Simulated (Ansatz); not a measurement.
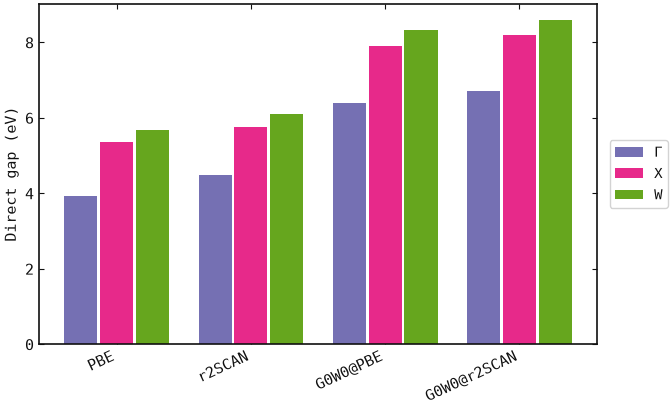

Direct gap at each named k point, by several methods on one cell of zincblende KI, space group F-43m (No. 216), 2 atoms in the primitive cell, relaxed with r2SCAN; cubic a = 7.932 Å. All runs are without spin-orbit coupling and carry no moments.

### Does G0W0@r2SCAN open these direct gaps by one amount over r2SCAN?

The shifts are +2.23 eV at Γ, +2.43 eV at X and +2.49 eV at W, and at points that aren't plotted +2.37 eV (L): over the named points that both runs hold, a spread of 0.27 eV on a mean of 2.38 eV, so one shift describes them only roughly.

### How do the methods rank at Γ?

From low to high: PBE 3.93, r2SCAN 4.48, G0W0@PBE 6.40, G0W0@r2SCAN 6.71 eV.

| method | program | Γ (eV) | X (eV) | W (eV) |
| --- | --- | --- | --- | --- |
| PBE | Ansatz | 3.93 | 5.35 | 5.67 |
| r2SCAN | Ansatz | 4.48 | 5.76 | 6.10 |
| G0W0@PBE | Ansatz | 6.40 | 7.91 | 8.32 |
| G0W0@r2SCAN | Ansatz | 6.71 | 8.19 | 8.59 |

Settings. PBE: Ansatz PAW set, 6×6×6 k mesh, 420 eV cutoff, Fermi-Dirac smearing of 0.02 eV (Ansatz). r2SCAN: Ansatz PAW set, 6×6×6 k mesh, 500 eV cutoff, fixed occupations (Ansatz). G0W0@PBE: PBE, Ansatz PAW set, 4×4×4 k mesh, 420 eV cutoff, fixed occupations (Ansatz), G0W0 with empty bands 469, screening cutoff 140 eV and frequency treatment contour deformation. G0W0@r2SCAN: r2SCAN, Ansatz PAW set, 4×4×4 k mesh, 500 eV cutoff, fixed occupations (Ansatz 0.2.0), G0W0 with empty bands 469, screening cutoff 140 eV and frequency treatment contour deformation.

These are four of the 8 methods that were run on this cell. Spin-orbit coupling is left out, which matters for I. The usual form of KI is rocksalt. LDA, GGA and most meta-GGA functionals understate gaps. r2SCAN and G0W0@r2SCAN: the PAW data sets were made with another functional. The GW values are at finite bands, cutoffs and mesh, short of the basis limit.
